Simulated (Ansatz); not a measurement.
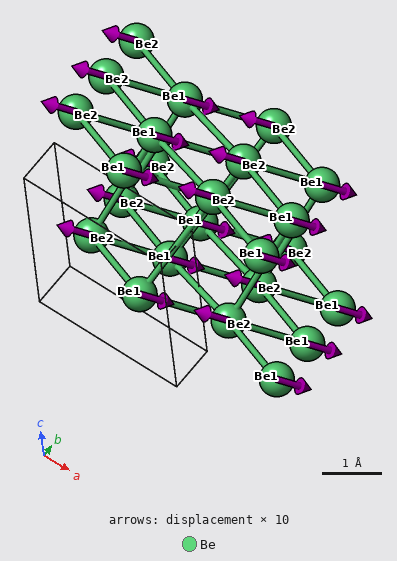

A relaxation of a crystal of Be (a generated structure, set up in Immm) (coarse preliminary run). The starting structure is drawn; purple arrows show the displacements (the part carried along by the change of the cell is left out), 10 times their true length.

A ball-and-stick model of the cell of the calculation, repeated 2 × 3 × 2 with one cell outlined, seen slightly off an axis.

These are results of DFT PBE, scalar-relativistic, plane waves, PAW (Ansatz 0.2.0), not measurements. Set-up: plane-wave cutoff 420 eV; k-point mesh 8 × 8 × 8; occupations gaussian; smearing width 0.1 eV; no spin polarisation; cell and atoms relaxed; force threshold 0.04 eV/Å; at most 70 steps.

### What happened in the run?

Over 12 accepted moves (14 points after the start) the energy falls by 779 meV per atom. Largest force component: 3.1 eV/Å at the start, 0.00024 eV/Å at the end. The pressure goes from 18.89 to 0.01 GPa. At 2 points the geometry stayed and the basis and grid were re-selected for the new cell (energy shift of 3.9 meV per atom at most each time). The largest moves relative to the cell, 0.076 Å, are those of Be1 and Be2. Be1 goes along [1 1 0]. The drawn cell changes as follows: a = b = c 2.908 → 3.240 Å (+11.4 %), α 120.9° → 141.4°, β 104.1° → 109.8°, γ 104.1° → 83.1°; the volume changes by +5.3 %. Some distances before and after: Be1–Be2 1.678 → 2.425 Å, Be1–Be1 2.870 → 2.140 Å, Be1–Be2 (another image) 1.901 → 2.425 Å, Be1–Be2 (another image) 2.295 → 2.148 Å. Among the angles between lasting bonds that change: Be2–Be1–Be2 102.3° → 120.3°, Be2–Be1–Be2 77.4° → 59.7°, Be2–Be1–Be2 174.4° → 180.0°. The space group (tolerance 0.01 Å) goes from Immm (No. 71) to Cmmm (No. 65). The run took 24 s on 1 thread of Arm Neoverse N1 (shared host), peak memory 0.28 GiB.
